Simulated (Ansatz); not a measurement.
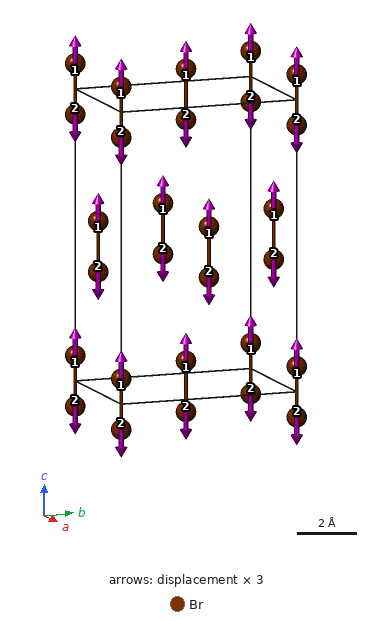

A relaxation of crystalline Br (built on the O_69 type) (coarse preliminary run). The starting structure is drawn; purple arrows show the displacements (the part carried along by the change of the cell is left out), 3 times their true length.

A ball-and-stick model of the conventional cell (4 times the calculation's cell), seen slightly off an axis. Lengths and directions refer to the drawn axes.

Case: O type (Fmmm, No. 69).

The calculation used DFT PBE, scalar-relativistic, plane waves, PAW in Ansatz 0.2.0. Settings: plane-wave cutoff 420 eV; k-point mesh 6 × 6 × 6; occupations gaussian; smearing width 0.1 eV; no spin polarisation; cell and atoms relaxed; force threshold 0.04 eV/Å; at most 70 steps.

Q: What happened in the run?

A: The largest moves relative to the cell, 0.33 Å, are those of Br1 and Br2. Br2 goes along −c. The drawn cell changes as follows: a 4.503 → 4.446 Å (−1.3 %), b 6.419 → 7.629 Å (+18.8 %), c 10.187 → 9.699 Å (−4.8 %); the volume changes by +11.7 %. Some distances before and after: Br1–Br2 4.011 → 3.348 Å, Br1–Br2 (another image) 1.775 → 2.346 Å. The space group stays Fmmm (No. 69). The energy falls by 2517 meV per atom in 5 accepted moves (6 points after the start). Largest force component: 27 eV/Å at the start, 0.0052 eV/Å at the end. The pressure goes from 36.07 to 0.02 GPa. At 1 point the geometry stayed and the basis and grid were re-selected for the new cell (energy shift of 2.5 meV per atom at most each time). The run took roughly 26 core-seconds on a shared host.
